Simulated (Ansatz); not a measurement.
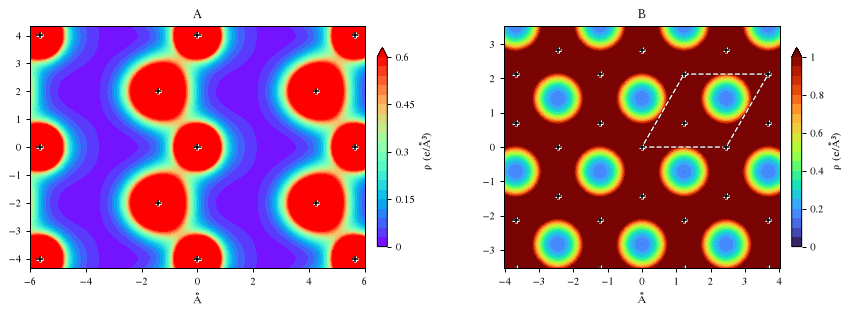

The valence charge density (pseudo) of 2 systems, each on a plane through atoms (crosses mark nuclei in the plane).

Method: DFT r2SCAN, scalar-relativistic, plane waves, PAW (Ansatz 0.2.0).

System 1: ZnSe, the (101) plane of the conventional cell. Space group F-43m.

```cif
data_structure
_symmetry_space_group_name_H-M 'P 1'
_symmetry_Int_Tables_number 1
_cell_length_a 5.6659
_cell_length_b 5.6659
_cell_length_c 5.6659
_cell_angle_alpha 90.000
_cell_angle_beta 90.000
_cell_angle_gamma 90.000
_cell_volume 181.89
loop_
_atom_site_label
_atom_site_type_symbol
_atom_site_fract_x
_atom_site_fract_y
_atom_site_fract_z
_atom_site_occupancy
Zn1 Zn 0.50000 0.50000 0.00000 1
Zn2 Zn 0.00000 0.50000 0.50000 1
Zn3 Zn 0.00000 0.00000 0.00000 1
Zn4 Zn 0.50000 0.00000 0.50000 1
Se1 Se 0.75000 0.75000 0.25000 1
Se2 Se 0.25000 0.75000 0.75000 1
Se3 Se 0.25000 0.25000 0.25000 1
Se4 Se 0.75000 0.25000 0.75000 1
```

System 2: C, the (001) plane of the conventional cell. Space group P-1.

> Which map belongs to which system?

Panel A is system 1, ZnSe: the plane holds Zn and Se. Zn–Se (2.45 Å): ρ is about 0.47 e/Å³ halfway. Panel B is system 2, C: the plane holds C. C–C (1.42 Å): the density is about 2.1 e/Å³ at the midpoint.
